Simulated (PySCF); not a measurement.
# A series of single points on Cs

System: Cs (Fm-3m, 1 atom in the cell).
Method: Kohn-Sham DFT of a periodic cell in Gaussian orbitals, PBEsol, DZVP-MOLOPT-SR/GTH-PBE, no spin polarisation (PySCF 2.14.0).

The 7 runs differ only in the geometry, by an even scaling of the cell at fixed fractional positions. The structure derives from a Materials Project entry.

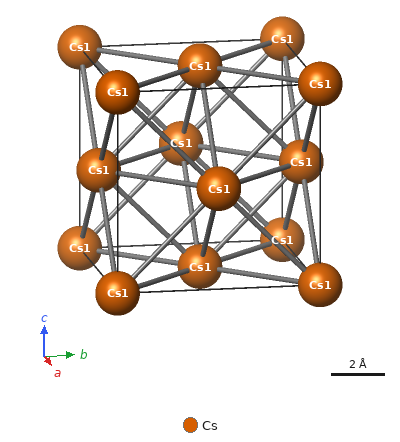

Figure 1. The structure of run 4 (ball-and-stick view of the cell 4 times as large as that of the calculation, set on its symmetry axes, seen slightly off an axis; atoms are numbered from 1 in the order of the input).

## Input of run 4
```python
import json
import numpy as np
from pyscf.pbc import gto, scf, dft, df

cell = gto.Cell()
cell.a = '''
  0.0000000000    3.9483357400    3.9483357400
  3.9483357400    0.0000000000    3.9483357400
  3.9483357400    3.9483357400    0.0000000000'''
cell.atom = '''
Cs   0.0000000000    0.0000000000    0.0000000000'''
cell.unit = 'A'
cell.basis = 'DZVP-MOLOPT-SR-GTH-q9'
cell.pseudo = 'GTH-PBE-q9'
cell.ke_cutoff = 50  # hartree
cell.exp_to_discard = 0.02
cell.precision = 1e-08
cell.space_group_symmetry = True
cell.symmorphic = False
cell.max_memory = 2940  # MB
cell.verbose = 4
cell.build()

res = {}
kpts = cell.make_kpts([6, 6, 6], space_group_symmetry=True, time_reversal_symmetry=True)
cell.space_group_symmetry = False  # the mesh holds the operations; no search on the supercells of the integral code
mf = dft.KRKS(cell, kpts, xc='pbesol')
mf = mf.multigrid_numint()
mf = mf.smearing(sigma=0.00183747, method='fermi')  # hartree
mf.conv_tol = 1e-07
mf.max_cycle = 60

mf.kernel()
res.update(converged=bool(mf.converged), e_tot=mf.e_tot, nelec=cell.nelectron, nao=cell.nao, mesh=list(map(int, cell.mesh)), a=cell.lattice_vectors().tolist(), coords=cell.atom_coords().tolist(),
           mo_energy=[np.real(x).tolist() for x in mf.mo_energy], mo_occ=[np.real(x).tolist() for x in mf.mo_occ])
res.update(e_free=mf.e_free, e_zero=mf.e_zero)
res.update(kpts=kpts.kpts_scaled_ibz.tolist(), weights=kpts.weights_ibz.tolist())
res['parts'] = {k: float(np.real(v)) for k, v in mf.scf_summary.items() if np.isscalar(v)}
json.dump(res, open('results.json', 'w'))
if not mf.converged:
    raise SystemExit('SCF not converged')

print('levels (eV)')
for i, kp in enumerate(res['kpts'][:40]):
    print('k %7.4f %7.4f %7.4f  ' % tuple(kp), ' '.join('%.3f' % (x * 27.211386) for x in res['mo_energy'][i][:10]))

mf = mf.to_khf()  # unfold to the whole mesh
kpts = mf.kpts
# Mulliken populations
dm, s = np.asarray(mf.make_rdm1()), np.asarray(mf.get_ovlp())
sites = cell.aoslice_by_atom()[:, 2:]
tot = np.einsum('kij,kji->i', dm, s).real / len(kpts)
res['mulliken'] = [cell.atom_charge(i) - tot[a0:a1].sum() for i, (a0, a1) in enumerate(sites)]
print('Mulliken charges', np.round(res['mulliken'], 5))

# density of states, Gaussians of 0.15 eV
e = np.asarray(mf.mo_energy).real.reshape(1, -1) * 27.211386
ef = mf.get_fermi()
ef = np.max(ef) * 27.211386
x = np.arange(-15, 10.01, 0.1) + round(ef, 1)
dos = np.exp(-((x[:, None, None] - e) / 0.15) ** 2 / 2).sum(-1).T / (0.15 * np.sqrt(2 * np.pi) * len(kpts)) * 2
res.update(dos_e=x.tolist(), dos=dos.tolist())
for a, b in zip(x[::5], dos.T[::5]):
    print('%8.2f' % a, ' '.join('%9.4f' % y for y in b))

# density on a uniform mesh
grids = dft.gen_grid.UniformGrids(cell)
grids.mesh = [29, 29, 29]
grids.build()
ni = dft.numint.KNumInt()
rho = [ni.get_rho(cell, x, grids, kpts) for x in [dm]]
np.save('rho.npy', np.reshape(rho, (-1, *grids.mesh)))
res['done'] = True
json.dump(res, open('results.json', 'w'))
```

Command:
```bash
OMP_NUM_THREADS=2 python -u run.py > log
```

Run 5 has the same physical settings and fractional positions; its lattice vectors (Å) are:
```
   0.000000    3.974484    3.974484
   3.974484    0.000000    3.974484
   3.974484    3.974484    0.000000
```

## Results, with one run withheld

```csv
run,volume per atom (Å³),"free energy per atom, from the lowest run given (meV)"
1,115.718,0.00
2,118.180,0.15
3,120.642,0.90
4,123.104,2.18
5,125.566,?
6,128.028,6.20
7,130.490,8.89
```

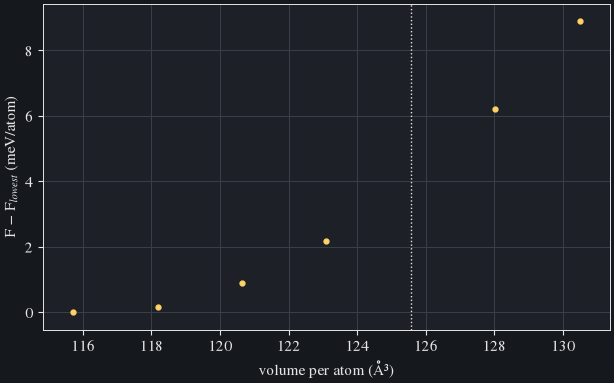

Figure 2. Free energy per atom of the runs given; the dotted line marks run 5.

What should run 5 give?

A cubic polynomial in V^(−2/3) (the Birch–Murnaghan form), fitted to the 6 runs given, misses them by at most 0.01 meV per atom. With x = V^(−2/3) − 0.04054 Å⁻², it reads F = 1.8204 − 2604.3 x + 9.4597e+05 x² − 1.7151e+07 x³ (meV per atom). At run 5 it gives 3.96 meV per atom, and the run itself gives 3.98. The fit has its minimum at 116.294 Å³ per atom, where V d²F/dV² gives 1.88 GPa: the bulk modulus at this level, since symmetry fixes the shape and the positions.

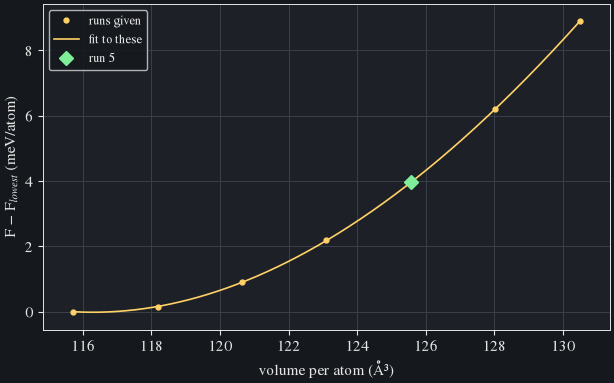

Figure 3. The fit and the withheld run.

## Output, shortened to warnings, some set-up lines, iterations and results (run 5)
```
k-points in IBZ                         weights
[...]
cycle= 1 E= -20.0850616517848  delta_E= -0.334  |g|= 0.0866  |ddm|= 5.31
cycle= 2 E= -20.0856698807803  delta_E= -0.000608  |g|= 0.0236  |ddm|=  1.5
cycle= 3 E= -20.0857108266245  delta_E= -4.09e-05  |g|= 0.000102  |ddm|= 0.32
cycle= 4 E= -20.0857108677412  delta_E= -4.11e-08  |g|= 2.82e-06  |ddm|= 0.00168
    sigma = 0.00183747  Optimized mu = 0.0697712960454  entropy = 0.212159804868
nelec by numeric integration = 9.000000000033545
    Total E(T) = -20.0857108706495  Free energy = -20.0861007079261  E0 = -20.0859057892878
Extra cycle  E= -20.0857108706495  delta_E= -2.91e-09  |g|= 6.31e-07  |ddm|= 4.14e-05
converged SCF energy = -20.0857108706495
levels (eV)
k  0.0000  0.0000  0.0000   -21.906 -8.718 -8.718 -8.718 0.281 6.582 6.582 6.797 6.797 6.797
k  0.5000  0.5000  0.0000   -21.901 -8.815 -8.756 -8.756 2.961 3.184 5.709 5.709 6.733 6.823
k  0.5000  0.5000  0.5000   -21.902 -8.821 -8.732 -8.732 2.000 2.565 6.750 6.750 7.032 7.032
k  0.6667  0.6667  0.0000   -21.902 -8.792 -8.746 -8.746 1.596 5.206 5.206 5.543 6.693 7.778
k  0.6667  0.6667  0.3333   -21.901 -8.787 -8.787 -8.743 2.514 3.167 3.570 5.153 6.749 7.496
k  0.6667  0.6667  0.6667   -21.903 -8.795 -8.729 -8.729 1.255 3.412 6.099 6.099 6.863 6.863
k  0.8333  0.5000  0.3333   -21.901 -8.800 -8.771 -8.756 2.787 3.154 3.510 4.340 6.822 7.004
k  0.8333  0.5000  0.5000   -21.901 -8.805 -8.762 -8.750 2.335 3.385 4.380 5.304 6.784 7.004
k  0.8333  0.6667  0.3333   -21.901 -8.798 -8.772 -8.747 2.674 2.695 3.774 4.653 6.783 7.137
k  0.8333  0.6667  0.5000   -21.902 -8.795 -8.760 -8.741 1.837 3.544 3.871 5.372 6.796 6.972
k  0.8333  0.8333 -0.0000   -21.905 -8.743 -8.728 -8.728 0.632 5.120 5.120 6.617 6.831 7.189
k  0.8333  0.8333  0.1667   -21.903 -8.781 -8.736 -8.736 1.195 3.804 5.105 6.503 6.713 6.981
k  0.8333  0.8333  0.3333   -21.902 -8.810 -8.747 -8.738 2.054 2.755 5.363 5.379 6.769 6.918
k  0.8333  0.8333  0.5000   -21.902 -8.802 -8.751 -8.732 1.743 3.097 4.773 5.699 6.730 6.911
k  0.8333  0.8333  0.6667   -21.904 -8.769 -8.738 -8.724 0.958 3.900 5.036 6.421 6.727 6.757
k  0.8333  0.8333  0.8333   -21.905 -8.744 -8.722 -8.722 0.545 4.825 5.985 5.985 6.667 6.667
Mulliken charges [0.]
```
